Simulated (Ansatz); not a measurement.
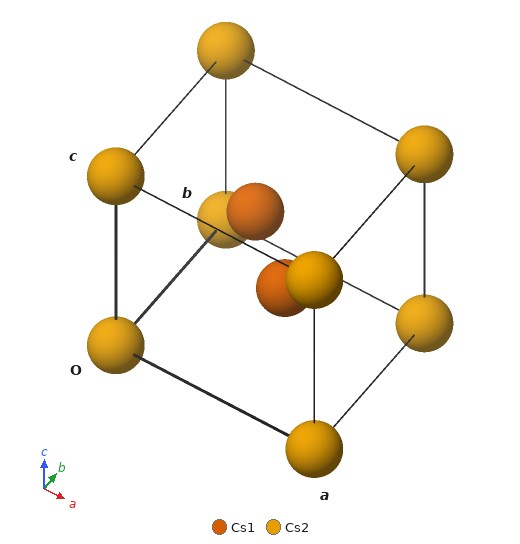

Crystal: Cs, the geometry relaxed with Ansatz 0.2.0, DFT PBE, scalar-relativistic, plane waves, PAW; the starting structure was generated, so it need not be a known form of this composition. One unit cell; atoms that symmetry makes equivalent share a colour (atoms on faces, edges and corners are repeated). Symmetry computed with spglib at a tolerance of 0.002 Å; standard conventional cell.

a = 8.792 Å, b = 8.792 Å, c = 5.260 Å, α = 90.00°, β = 90.00°, γ = 120.00°; space group P6/mmm (No. 191).

One atom of each site: Cs1 (1/3, 2/3, 1/2); Cs2 (0, 0, 0).

### Give the multiplicity, Wyckoff letter and site symmetry of each site.

| site | Wyckoff | symmetry |
| --- | --- | --- |
| Cs1 | 2d | -6m2 |
| Cs2 | 1a | 6/mmm |

### How many free positional parameters does the structure have?

0: Cs1 0, Cs2 0.
